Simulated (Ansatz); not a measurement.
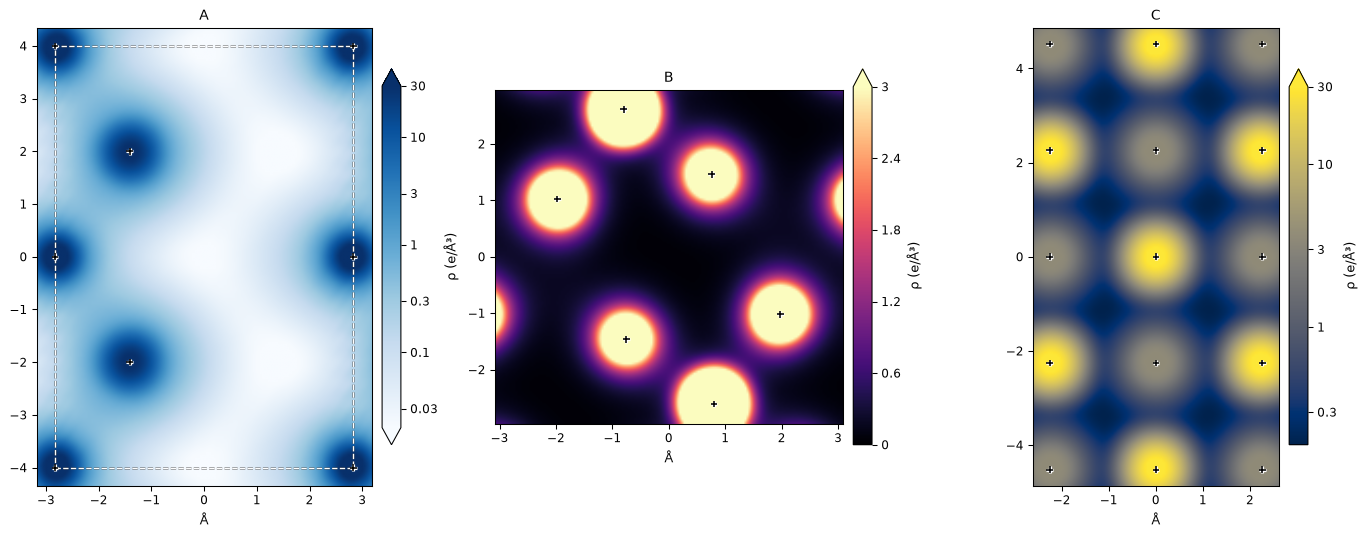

The valence charge density (pseudo) of 3 systems, each on a plane through atoms (crosses mark nuclei in the plane).

Level of theory: DFT, PBEsol, plane-wave PAW, default files, scalar-relativistic, frozen cores in Ansatz.

System 1: HfN, the (100) plane of the conventional cell. Space group Fm-3m; computed pressure about −3 GPa in this cell; computed without spin polarisation.

```
Hf N
1.0
     4.51800    0.00000    0.00000
     0.00000    4.51800    0.00000
     0.00000    0.00000    4.51800
Hf N
4 4
Direct
  0.00000 0.00000 0.00000
  0.50000 0.50000 0.00000
  0.50000 0.00000 0.50000
  0.00000 0.50000 0.50000
  0.50000 0.00000 0.00000
  0.00000 0.50000 0.00000
  0.00000 0.00000 0.50000
  0.50000 0.50000 0.50000
```

System 2: GaAs, the (110) plane of the conventional cell. Space group F-43m.

System 3: TiO₂, the (111) plane of the conventional cell. Space group P4₂/mnm; computed pressure about −2 GPa in this cell; computed without spin polarisation.

```
Ti O
1.0
     4.59400    0.00000    0.00000
     0.00000    4.59400    0.00000
     0.00000    0.00000    2.95900
Ti O
2 4
Direct
  0.00000 0.00000 0.00000
  0.50000 0.50000 0.50000
  0.30428 0.30428 0.00000
  0.19572 0.80428 0.50000
  0.69572 0.69572 0.00000
  0.80428 0.19572 0.50000
```

### Which map belongs to which system?

Panel A is system 2, GaAs: the plane holds Ga and As. Ga–As (2.45 Å): ρ at the midpoint is about 0.5 e/Å³. Panel B is system 3, TiO₂: the plane holds Ti and O. Ti–O (1.95 Å): ρ is about 0.73 e/Å³ halfway. Panel C is system 1, HfN: the plane holds Hf and N. Hf–N (2.26 Å): ρ at the midpoint is about 0.52 e/Å³.
